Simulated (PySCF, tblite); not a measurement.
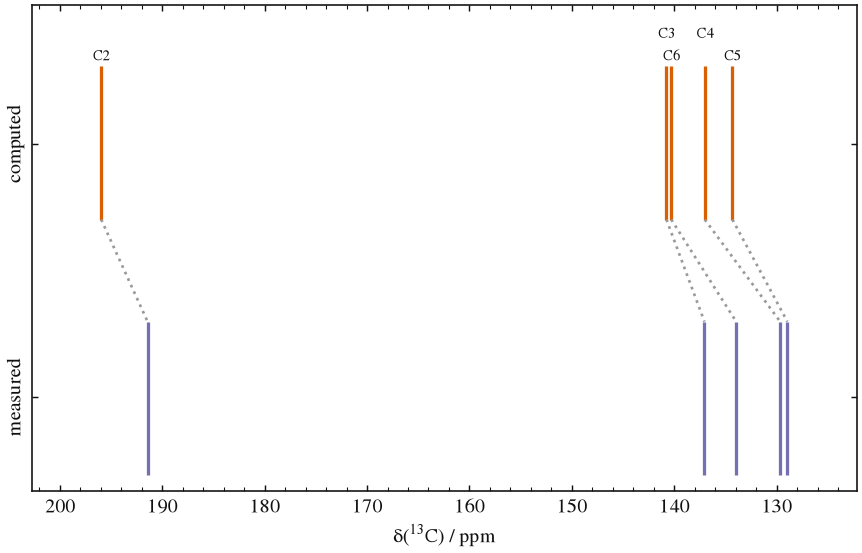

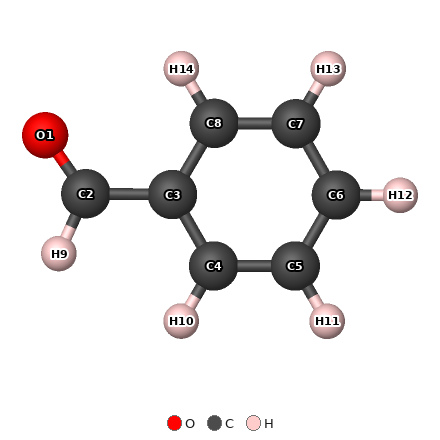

¹³C shifts of C₇H₆O, SMILES O=Cc1ccccc1 against TMS: GIAO PBE0/pcSseg-1 (PySCF) for one gas-phase conformer (GFN2-xTB, like atoms averaged; labels name one atom of each set) above, published measurements (C6D6) below; dotted lines join the same nuclei. Only nuclei with a measured value are shown, one named for each set of like atoms.

Question: Is the order of the signals reproduced?

Answer: Yes, no dotted lines cross.

Question: Give the values.

Answer:
| nucleus | computed | measured |
| --- | --- | --- |
| C2 | 196.0 | 191.4 |
| C3 | 140.8 | 137.1 |
| C6 | 140.3 | 134.0 |
| C4 | 137.0 | 129.7 |
| C5 | 134.3 | 129.0 |

Note: the tight-binding geometry is rougher than a DFT one and adds to the error.
